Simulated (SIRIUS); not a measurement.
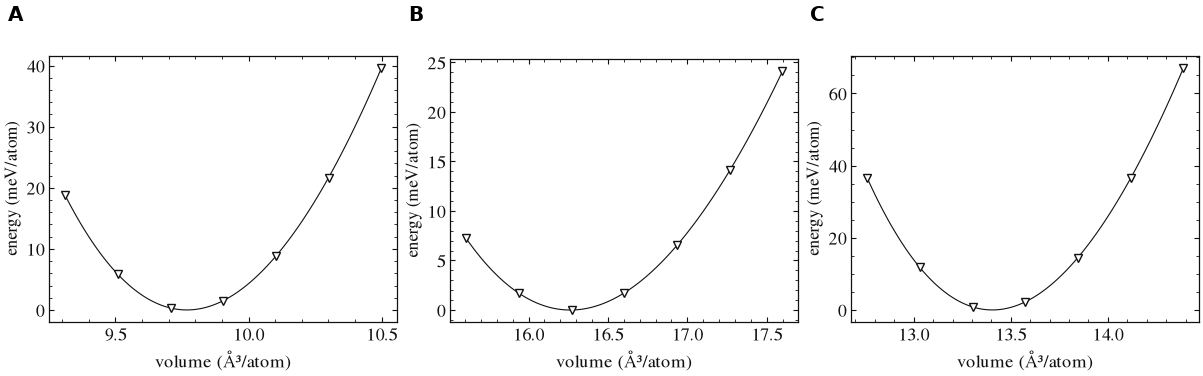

Each panel shows the energy against volume for one of these solids: Al, Fm-3m (No. 225); HfB₂, P6/mmm (No. 191); Ru, P6_3/mmc (No. 194).

Computed with SIRIUS 7.12.0: all-electron LAPW DFT, no spin polarisation; energies at scaled volumes of the given cell, shape and fractions fixed, counted from the fit's minimum, third-order Birch-Murnaghan fit. Level: WC.

Question: Which panel belongs to which solid?

Answer: A is HfB₂ (energy from 0.33 meV/atom to 39.64 meV/atom, V0 9.768 Å³/atom, B0 260 GPa); B is Al (energy from −0.01 meV/atom to 24.11 meV/atom, V0 16.26 Å³/atom, B0 81.3 GPa); C is Ru (energy from 0.89 meV/atom to 67.06 meV/atom, V0 13.4 Å³/atom, B0 343 GPa).

For HfB₂, limits of the calculation: shape and atomic fractions are frozen while scaling, which makes layered, chain and framework solids too stiff.

For Ru, limits of the calculation: shape and atomic fractions are frozen while scaling, which makes layered, chain and framework solids too stiff.
